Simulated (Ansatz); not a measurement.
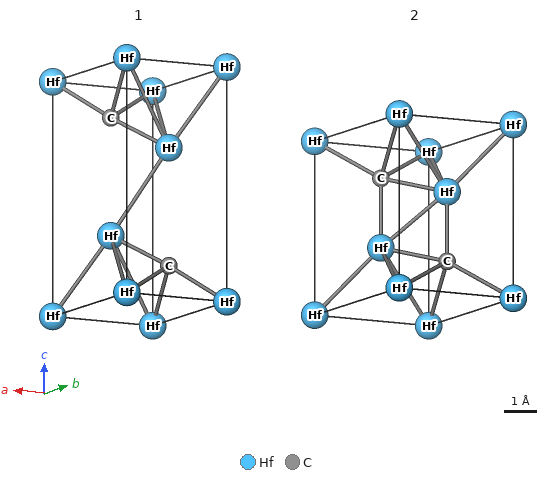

Two geometries of a crystal of Hf$_{3}$C$_{2}$ (built on the A-type sesquioxide_164 type) (coarse preliminary run), drawn at one scale. One is the start of a relaxation, the other its converged end. The picture is a ball-and-stick view of the cell of the calculation, seen from a free direction.

Computed with DFT PBE, scalar-relativistic, plane waves, PAW (Ansatz 0.2.0). (plane-wave cutoff 420 eV; k-point mesh 6 × 6 × 4; occupations gaussian; smearing width 0.1 eV; no spin polarisation; cell and atoms relaxed; force threshold 0.04 eV/Å; at most 70 steps)

Question: Which one is relaxed?

Answer: Structure 1 is the relaxed one. Case: anti-A-type sesquioxide type (P-3m1, No. 164). The largest moves relative to the cell, 0.56 Å, are those of C atoms. Largest moves by element: C 0.56 Å, Hf 0.25 Å. The volume changes by +3.9 %, with a = b 3.770 → 3.306 Å (−12.3 %), c 5.865 → 7.920 Å (+35.0 %). Near-neighbour distances that change, for instance: C–Hf 2.346 → 3.982 Å, Hf–Hf 2.762 → 3.393 Å, Hf–Hf 3.770 → 3.306 Å, C–Hf 2.608 → 2.356 Å. Bonds break: C–Hf (2.35 → 3.98 Å). Bond angles that change, for instance: Hf–C–Hf 112.3° → 95.0°, Hf–C–Hf 163.1° → 175.8°, Hf–C–Hf 75.9° → 87.9°. The space group stays P-3m1 (No. 164). Over 10 accepted moves (12 points after the start) the energy falls by 694 meV per atom. Largest force component: 2.5 eV/Å at the start, 0.019 eV/Å at the end. The pressure goes from 4.13 to −0.31 GPa. The SCF was repeated twice at an unchanged geometry on a basis and grid sized afresh for the cell, which shifted the energy by 46.5 meV per atom at most.
